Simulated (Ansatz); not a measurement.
**Run report: C35H8, geometry relaxation (part 2 of 3)**

C35H8 (slab, 43 atoms in the cell); DFT PBE+D3(BJ), scalar-relativistic, plane waves, PAW, no spin polarisation (Ansatz 0.2.0); cutoff 420 eV, 2×2×1 k-mesh, Gaussian smearing of 0.05 eV. The structure derives from an entry of the Crystallography Open Database. The input holds or restrains some coordinates. Forces given for the steps count only the free coordinates. It belongs to a series of runs on one base structure; here: 1 propane a cell, upright, over a top C site.

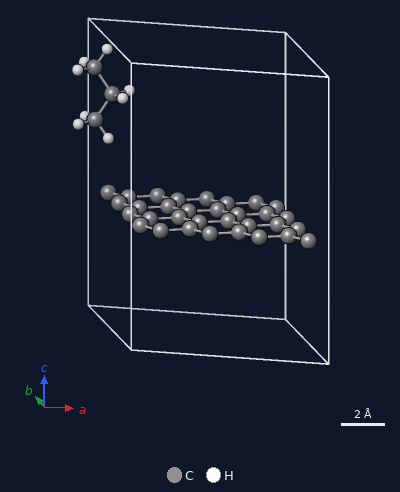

The geometry at step 3 of the log (ball-and-stick view of the cell of the calculation, with the vacuum cut short, seen slightly off an axis).

**Output, continued**
```
SCF iter   1: F=—  HF=-8915.646695 eV  |F-HF|=—  |Δ(HF+E_count)|=         —  Δρ=9.89e-3  dr2=1.00e0  ethr=6.53e-4  p=-0.016 e·Å  D=-1.53e-3 V/Å  ΔV_dip=0.03 eV  dr2_dipole=6.80e-4  V_vac-E_F(+/−)=4.31/4.28 eV  ⟨swp⟩=1.0  Hψ=1669  notcnv=0  defer=135
efield: sawtooth ramp at fractional position 0.9896 (handed on by an earlier solve), width 0.0400; the density the first Hamiltonian is built on has a dipole p = -0.016 e·Å; the dipole correction subtracts the counter field D = -1.53e-3 V/Å, which shifts the + side's vacuum level by +0.03 eV against the − side's; the planar-averaged density in the ramp window peaks in size at 9.2e-8 e/Å³
preconditioner: auto → Resta (q_TF=auto, 1.786 Å⁻¹)  ε∞=1.6  [insulator: Δε(μ)=1.967 eV  Ē_g=13.914 eV  σ=0.050 eV  W_gap=1.00  n_scr=174 (ndim 8)  ℏωp=10.4 eV  f_vac=0.761  D(μ)=0.00/eV (n_scr^D=0)  ε∞_Penn≈1.6  vacuum switching on, ρ_ref=1.4e-2 e/Å³]
SCF iter   2: F=—  HF=-8915.408660 eV  |F-HF|=—  |Δ(HF+E_count)|=   2.38e-1  Δρ=4.24e-3  dr2=1.42e-1  ethr=6.53e-4  p=-0.001 e·Å  D=-6.43e-5 V/Å  ΔV_dip=0.00 eV  dr2_dipole=1.10e-3  V_vac-E_F(+/−)=4.38/4.38 eV  ⟨swp⟩=2.0  Hψ=603  notcnv=0  defer=135
SCF iter   3: F=—  HF=-8915.391837 eV  |F-HF|=—  |Δ(HF+E_count)|=   1.68e-2  Δρ=1.05e-3  dr2=1.51e-2  ethr=9.58e-5  p=-0.080 e·Å  D=-7.67e-3 V/Å  ΔV_dip=0.17 eV  dr2_dipole=1.27e-3  V_vac-E_F(+/−)=4.42/4.25 eV  ⟨swp⟩=2.0  Hψ=569  notcnv=0  defer=138
SCF iter   4: F=—  HF=-8915.389454 eV  |F-HF|=—  |Δ(HF+E_count)|=   2.38e-3  Δρ=2.64e-4  dr2=1.01e-3  ethr=1.02e-5  p=-0.017 e·Å  D=-1.67e-3 V/Å  ΔV_dip=0.04 eV  dr2_dipole=1.34e-6  V_vac-E_F(+/−)=4.33/4.29 eV  ⟨swp⟩=2.0  Hψ=727  notcnv=0  defer=145
SCF iter   5: F=—  HF=-8915.388950 eV  |F-HF|=—  |Δ(HF+E_count)|=   5.04e-4  Δρ=9.38e-5  dr2=4.70e-4  ethr=6.82e-7  p=-0.012 e·Å  D=-1.17e-3 V/Å  ΔV_dip=0.03 eV  dr2_dipole=1.26e-7  V_vac-E_F(+/−)=4.31/4.28 eV  ⟨swp⟩=2.0  Hψ=576  notcnv=0  defer=145
SCF iter   6: F=—  HF=-8915.388862 eV  |F-HF|=—  |Δ(HF+E_count)|=   8.79e-5  Δρ=2.78e-5  dr2=1.17e-5  ethr=3.18e-7  p=-0.012 e·Å  D=-1.14e-3 V/Å  ΔV_dip=0.03 eV  dr2_dipole=6.68e-8  V_vac-E_F(+/−)=4.31/4.28 eV  ⟨swp⟩=2.0  Hψ=516  notcnv=0  defer=145
SCF iter   7: F=-8915.388864 eV  HF=-8915.388863 eV  |F-HF|=2.79e-7  |Δ(HF+E_count)|=   1.23e-6  Δρ=5.76e-6  dr2=3.58e-7  ethr=7.73e-9  p=-0.011 e·Å  D=-1.07e-3 V/Å  ΔV_dip=0.02 eV  dr2_dipole=7.34e-10  V_vac-E_F(+/−)=4.30/4.28 eV  ⟨swp⟩=24.5  Hψ=4821  notcnv=0
SCF 2 converged in 7 iterations: F = -8915.388864 eV  dr2 = 3.58e-7
relax step   2: F+E_penalty+E_count = -8915.38886358 eV  Δ(F+E_penalty+E_count) = -5.328e-2 eV  max|allowed force component| = 1.100e-1 eV/Å  Δτ_max = 0.1820 Å  (7 SCF iters, dr2 threshold 1.14e-5 eV, accepted)
SCF iter   1: F=—  HF=-8915.404108 eV  |F-HF|=—  |Δ(HF+E_count)|=         —  Δρ=1.97e-3  dr2=4.20e-2  ethr=2.36e-4  p=-0.011 e·Å  D=-1.07e-3 V/Å  ΔV_dip=0.02 eV  dr2_dipole=6.56e-4  V_vac-E_F(+/−)=4.30/4.28 eV  ⟨swp⟩=2.0  Hψ=864  notcnv=0  defer=145
efield: sawtooth ramp at fractional position 0.9896 (handed on by an earlier solve), width 0.0400; the density the first Hamiltonian is built on has a dipole p = -0.011 e·Å; the dipole correction subtracts the counter field D = -1.07e-3 V/Å, which shifts the + side's vacuum level by +0.02 eV against the − side's; the planar-averaged density in the ramp window peaks in size at 2.7e-7 e/Å³
preconditioner: auto → Resta (q_TF=auto, 1.786 Å⁻¹)  ε∞=1.6  [insulator: Δε(μ)=1.968 eV  Ē_g=13.936 eV  σ=0.050 eV  W_gap=1.00  n_scr=174 (ndim 8)  ℏωp=10.4 eV  f_vac=0.761  D(μ)=0.00/eV (n_scr^D=0)  ε∞_Penn≈1.6  vacuum switching on, ρ_ref=1.4e-2 e/Å³]
SCF iter   2: F=—  HF=-8915.393472 eV  |F-HF|=—  |Δ(HF+E_count)|=   1.06e-2  Δρ=8.31e-4  dr2=5.77e-3  ethr=2.83e-5  p=-0.052 e·Å  D=-5.05e-3 V/Å  ΔV_dip=0.11 eV  dr2_dipole=2.13e-4  V_vac-E_F(+/−)=4.36/4.25 eV  ⟨swp⟩=2.0  Hψ=793  notcnv=0  defer=145
SCF iter   3: F=—  HF=-8915.392596 eV  |F-HF|=—  |Δ(HF+E_count)|=   8.76e-4  Δρ=2.64e-4  dr2=7.91e-4  ethr=3.90e-6  p=-0.016 e·Å  D=-1.52e-3 V/Å  ΔV_dip=0.03 eV  dr2_dipole=7.14e-6  V_vac-E_F(+/−)=4.32/4.28 eV  ⟨swp⟩=2.0  Hψ=576  notcnv=0  defer=145
SCF iter   4: F=—  HF=-8915.392484 eV  |F-HF|=—  |Δ(HF+E_count)|=   1.12e-4  Δρ=4.89e-5  dr2=2.80e-5  ethr=5.34e-7  p=-0.013 e·Å  D=-1.29e-3 V/Å  ΔV_dip=0.03 eV  dr2_dipole=1.26e-6  V_vac-E_F(+/−)=4.31/4.28 eV  ⟨swp⟩=2.0  Hψ=576  notcnv=0  defer=145
SCF iter   5: F=—  HF=-8915.392032 eV  |F-HF|=—  |Δ(HF+E_count)|=   4.52e-4  Δρ=2.10e-5  dr2=2.56e-5  ethr=1.89e-8  p=-0.010 e·Å  D=-9.95e-4 V/Å  ΔV_dip=0.02 eV  dr2_dipole=2.43e-10  V_vac-E_F(+/−)=4.30/4.28 eV  ⟨swp⟩=2.0  Hψ=592  notcnv=0  defer=145
SCF iter   6: F=—  HF=-8915.392027 eV  |F-HF|=—  |Δ(HF+E_count)|=   4.79e-6  Δρ=5.61e-6  dr2=4.56e-7  ethr=1.73e-8  p=-0.010 e·Å  D=-9.52e-4 V/Å  ΔV_dip=0.02 eV  dr2_dipole=8.21e-9  V_vac-E_F(+/−)=4.30/4.28 eV  ⟨swp⟩=2.0  Hψ=516  notcnv=0  defer=145
SCF iter   7: F=-8915.392027 eV  HF=-8915.392027 eV  |F-HF|=1.79e-9  |Δ(HF+E_count)|=   8.38e-8  Δρ=1.06e-6  dr2=1.39e-8  ethr=6.76e-11  p=-0.010 e·Å  D=-9.68e-4 V/Å  ΔV_dip=0.02 eV  dr2_dipole=9.19e-12  V_vac-E_F(+/−)=4.30/4.28 eV  ⟨swp⟩=19.2  Hψ=4162  notcnv=0
SCF 3 converged in 7 iterations: F = -8915.392027 eV  dr2 = 1.39e-8
relax step   3: F+E_penalty+E_count = -8915.39202681 eV  Δ(F+E_penalty+E_count) = -3.163e-3 eV  max|allowed force component| = 1.381e-2 eV/Å  Δτ_max = 0.0349 Å  (7 SCF iters, accepted)
WARN: The output density's exchange-correlation potential varies sharply where the density is thin. Do not read a vacuum level from v_tot or v_xc, or from such a field of the output density. On a cell that repeats whose density bears no net charge and no dipole along the vacuum's axis use v_es (v_loc + v_h of the components); under efield.dipole_correction with no amplitude use v_es + v_field, which holds any external_charges[].barrier, or the levels of the report's work_function block, which leave it out; under a non-zero efield.amplitude the vacuum is tilted and has no level; on a cell that repeats and bears such a dipole with no correction it is tilted too, and efield.dipole_correction with no amplitude gives each side of its ramp a level where efield: is served; in a cell that repeats whose density bears a net charge (total_charge, or a fill off its count) it is curved and has none; of a slab under crystal.periodic whose density bears no net charge use v_es, which has a level on each side, short of where the two are joined; of another it falls or rises all the way out and has none; of a slab beside external_charges read slab_vacuum_level instead, which it has where they leave it neutral. The grid or the basis barely resolves most such structure, and the values can differ between equally converged runs; as a rule a tighter scf.convergence.dr2_threshold does not remove it. Where the density itself ripples (under the LDA too) a higher basis.ecutwfc lessens it. The files hold the spikes' plane waves up to the density's cutoff. Files: v_tot_of_output_density and the like, and their columns of v_z.tsv (output.write_potential); v_xc_of_output_density and the like, and their columns of v_comp_z.tsv (output.write_potential_components). Measured: with its Gaussian average of σ = 0.25 Å subtracted twice, the exchange-correlation potential is over 0.1 eV at 2760 of the grid points where the equally averaged density (valence and model cores) is under 1e-3 e/Å³, and 0.704 eV at the most among them, at an averaged density of 7.5e-4 e/Å³. The input density's (outcome.potential() and, of a run that writes arrays, v_tot and v_xc) is over 0.1 eV, so measured, at 2718 points of its own thin density, 0.705 eV at the most. See output.write_potential in the manual, Limitations
SCF converged after 7 iterations
Free energy (F): -8915.392027 eV
Harris-Foulkes:  -8915.392027 eV  (|F-HF|=1.79e-9)
Internal energy: -8915.392027 eV  (E = F + TS)
E sigma→0 (E₀):  -8915.392027 eV
Fermi energy:    -2.375533 eV
Dipole field:    D = -0.000970 V/Å  (p = -0.010067 e·Å, saw-weighted, corrected)
Work function:   Φ+ = 4.3019 eV   Φ− = 4.2803 eV
Levels:          The Fermi level and band energies are counted from a zero that moves with the ramp; work functions are not
--- Per-component energies (eV) ---
  E_band       = -1661.131777
  E_kinetic    = 3292.758383
  E_local      = -62620.743437  (includes V_loc(G=0)·N_el)
  E_nonlocal   = 967.995112
  E_hartree    = 29557.914251
  E_xc         = -1752.078921
  E_vxc        = -2172.555777  (∫ρ·V_xc dr)
  E_paw        = -3481.771923  (= ΣΔE_a)
  E_vpaw       = -244.009292  (= ΣTr[D̂ρ^β])
  E_aug_tail   = -0.010818  (compensation charges beyond the density's cutoff)
  E_efield     = 0.000005  (sawtooth field / dipole correction)
  E_vefield    = -0.393525  (∫n·V_field dr)
  E_ewald      = 25123.717678
  E_disp       = -3.172356  (pairwise vdW)
  E_smearing   = -0.000000  (= −TS)
  E_closure    = 0.000000  (closes the sum)
  Σ components = -8915.392027   (vs F -8915.392027, Δ=0.00e0)
--- Forces (eV/Å), atoms counted from 1 ---
  atom   1  C      0.00227874    -0.00041725    -0.03491228
  atom   2  C     -0.00023087     0.00060357     0.00725412
  atom   3  C     -0.00093869     0.00002905     0.00141811
  atom   4  C     -0.00042336    -0.00055278    -0.00150187
  atom   5  C      0.00006889     0.00013011    -0.00125263
  atom   6  C      0.00178914     0.00116024     0.00097281
  atom   7  C      0.00129400     0.00052386     0.00033122
  atom   8  C     -0.00006195    -0.00002725    -0.00220830
  atom   9  C      0.00006987     0.00012007     0.00000351
  atom  10  C     -0.00011692     0.00065642     0.00055600
  atom  11  C     -0.00030050    -0.00063663     0.00857525
  atom  12  C      0.00011336    -0.00024833    -0.00119137
  atom  13  C      0.00007862    -0.00148811     0.00134993
  atom  14  C     -0.00106253     0.00098126     0.00195986
  atom  15  C     -0.00140663     0.00076891     0.00908577
  atom  16  C      0.00102405    -0.00110694     0.00817295
  atom  17  C     -0.00125723     0.00150062    -0.00479558
  atom  18  C      0.00102789    -0.00040029    -0.01104132
  atom  19  C      0.00042085    -0.00041068    -0.00348020
  atom  20  C     -0.00024913     0.00019483     0.00154348
  atom  21  C     -0.00012654     0.00001996     0.00370007
  atom  22  C     -0.00045533    -0.00003097    -0.01051541
  atom  23  C     -0.00042221    -0.00046239    -0.00258663
  atom  24  C     -0.00013830     0.00009890    -0.00320530
  atom  25  C      0.00007860    -0.00006758     0.00128056
  atom  26  C     -0.00027575     0.00028999     0.00143871
  atom  27  C     -0.00057233    -0.00113969     0.00469686
  atom  28  C     -0.00064466     0.00012381     0.00502000
  atom  29  C      0.00029757     0.00073452     0.00354147
  atom  30  C      0.00008610     0.00005948    -0.00338297
  atom  31  C      0.00049376    -0.00055183    -0.00137114
  atom  32  C      0.00192717     0.00225181     0.00395480
  atom  33  C      0.00582647     0.00142300    -0.00622703
  atom  34  C     -0.01380637    -0.00310061     0.00187646
  atom  35  C      0.00726774     0.00147449     0.00364221
  atom  36  H     -0.00132945     0.00021256    -0.00358533
  atom  37  H      0.00054731    -0.00047047    -0.00172543
  atom  38  H      0.00028123     0.00024483    -0.00124379
  atom  39  H     -0.00750149     0.00228439     0.00681086
  atom  40  H     -0.00640919    -0.00243237     0.00608307
  atom  41  H      0.00449990    -0.00050857    -0.00375671
  atom  42  H      0.00324903     0.00033366     0.00710908
  atom  43  H      0.00500373    -0.00215651     0.00673083
  max |Σ_I F_I| component: 8.75e-4 eV/Å
--- Band table (eV) ---
  k-point 0: bands = ["-21.8690", "-20.4071", "-20.4047", "-20.4043", "-20.4041", "-20.4031", "-20.4027", "-17.5881", "-17.5869", "-17.5868", "-17.5860", "-17.5857", "-17.5851", "-17.3232", "-16.6252", "-16.6242", "-16.6241", "-15.5915", "-15.5914", "-15.5913", "-14.7532", "-12.8821", "-12.8814", "-12.8810", "-12.8808", "-12.8801", "-12.8800", "-12.3062", "-11.3102", "-11.3101", "-11.3095", "-11.3092", "-11.3090", "-11.3087", "-9.9740", "-9.7773", "-9.7771", "-9.7771", "-9.7767", "-9.7764", "-9.7760", "-9.1558", "-8.7746", "-8.7745", "-8.7743", "-8.7297", "-8.2435", "-8.2375", "-8.2355", "-8.2348", "-8.2344", "-8.1880", "-7.6829", "-7.4015", "-7.4012", "-7.4011", "-7.4006", "-7.4004", "-7.4002", "-7.1736", "-6.1503", "-6.1077", "-5.7945", "-5.3848", "-5.3847", "-5.0803", "-5.0789", "-5.0770", "-5.0756", "-5.0744", "-5.0574", "-4.7013", "-4.6995", "-4.6949", "-0.6592", "-0.6578", "-0.6570", "0.4730", "0.4761", "0.4786", "0.4796", "0.4805", "0.4810", "0.8060", "1.3525", "1.7502", "2.4165", "2.4649", "2.5408", "2.6082", "2.6841", "2.7925", "2.8632", "3.0554", "3.1395", "3.1883", "3.3008", "3.3289", "3.4937", "3.5598", "3.6542", "3.6983", "3.7813", "3.7998", "3.8766", "3.9909", "4.0774", "4.3684", "4.3715", "4.3744", "4.4085", "4.4500", "4.5472", "4.5757", "4.6076", "4.6535", "4.7457"]
  k-point 1: bands = ["-21.5009", "-21.5001", "-20.7687", "-20.7676", "-19.3271", "-19.3259", "-19.3255", "-19.3252", "-18.6181", "-18.6178", "-17.3246", "-17.2592", "-17.2585", "-17.2585", "-17.2580", "-15.6791", "-15.6781", "-14.8045", "-14.8031", "-14.7528", "-14.3640", "-14.3639", "-14.3639", "-14.3633", "-13.0568", "-13.0562", "-12.3062", "-12.0937", "-12.0933", "-11.3641", "-11.3637", "-11.3635", "-11.3632", "-9.7853", "-9.7851", "-9.7844", "-9.7843", "-9.5472", "-9.5273", "-9.1535", "-9.0159", "-9.0157", "-9.0154", "-9.0153", "-8.7727", "-8.6608", "-8.5737", "-8.5732", "-8.5482", "-8.4112", "-8.4106", "-7.6948", "-7.4951", "-7.4950", "-7.1936", "-7.0141", "-6.9976", "-6.9954", "-6.9816", "-6.7690", "-6.7682", "-6.3035", "-6.2537", "-6.1076", "-6.0893", "-6.0888", "-6.0666", "-5.7894", "-4.9041", "-4.9040", "-4.9034", "-4.8929", "-3.3622", "-3.3603", "-1.3905", "-1.3877", "-0.1073", "-0.1052", "-0.1025", "-0.1023", "1.2804", "1.3301", "1.4502", "1.4540", "1.7847", "1.9062", "2.0974", "2.1947", "2.3073", "2.3653", "2.7410", "2.8366", "2.8559", "2.8586", "2.8602", "2.8608", "2.9109", "3.0052", "3.1543", "3.2352", "3.3265", "3.3997", "3.7096", "3.9119", "3.9929", "4.0402", "4.1553", "4.2120", "4.2968", "4.3766", "4.4940", "4.5117", "4.5892", "4.7786", "4.8397", "4.8593", "4.9273"]
```
